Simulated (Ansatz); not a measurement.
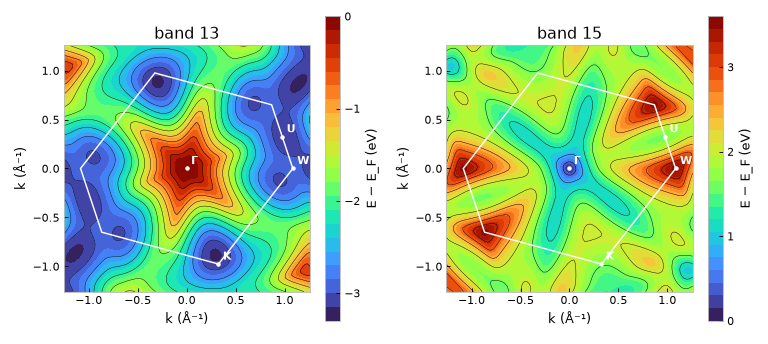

Two bands of InSb in space group F-43m over the plane through Γ, W and U: the highest mostly filled and the lowest mostly empty one.

The calculation used Ansatz, DFT PBE, scalar-relativistic, plane waves, PAW; levels and slopes on a dense k mesh at the converged density. No spin polarisation. Mesh 32×32×32, interpolated with the band slopes. The geometry was not relaxed (residual pressure 3 GPa).

> Give both levels and their distance at the named points.

| point | lower band (eV) | upper band (eV) | distance (eV) |
| --- | --- | --- | --- |
| Γ | 0.00 | 0.00 | 0.00 |
| W | −2.86 | 3.51 | 6.37 |
| K | −3.12 | 1.63 | 4.74 |
| U | −3.12 | 1.63 | 4.74 |

> Is there a gap?

No gap shows on this mesh: the two bands touch at Γ, at the Fermi level, so the Fermi surface shrinks to points.

Spin-orbit coupling is left out; with In and Sb it can split, shift or remove sheets.
